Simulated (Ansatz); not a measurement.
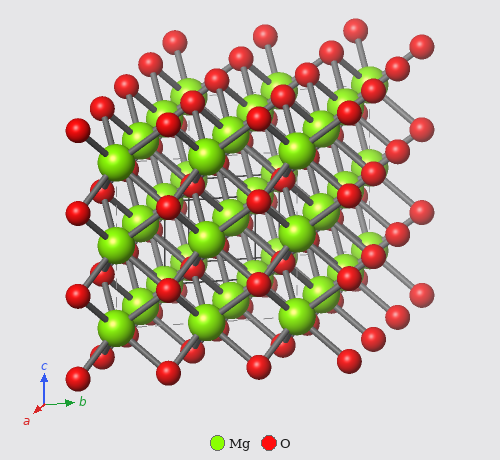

System MgO (space group P-6m2, No. 187); source of the atomic positions: the input geometry of an electronic-structure calculation (not necessarily at equilibrium).

Bonds are taken as Mg–O below 2.4 Å; no other contact counts. Atoms with one bond or none are removed and atoms with two bonds are replaced by edges, until no such atom is left.

### What kind of net remains, and which atoms are its nodes?

A uninodal 6-connected, three-periodic net: Mg and O are 6-connected nodes.

### Does the net have a name?

It is the acs net, known from WC.

### Is the net interpenetrated?

It is a single net, without interpenetration.

### Give the first six terms of the coordination sequence (nodes one, two, three … edges away).

Mg and O: 6, 20, 42, 74, 114, 164.

### Give the point symbol of each node (shortest cycle at each angle).

Mg and O: 4^9.6^6.

The simplified net, drawn on the atoms' positions. Nodes are coloured by element. Edges to nodes outside the piece are drawn as stubs.

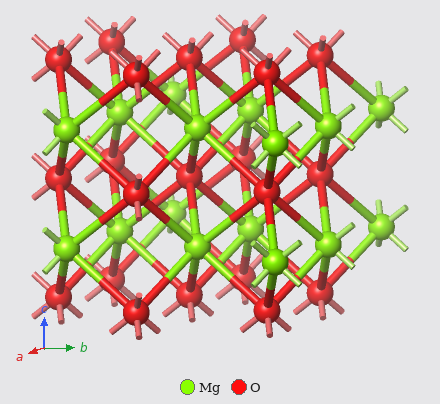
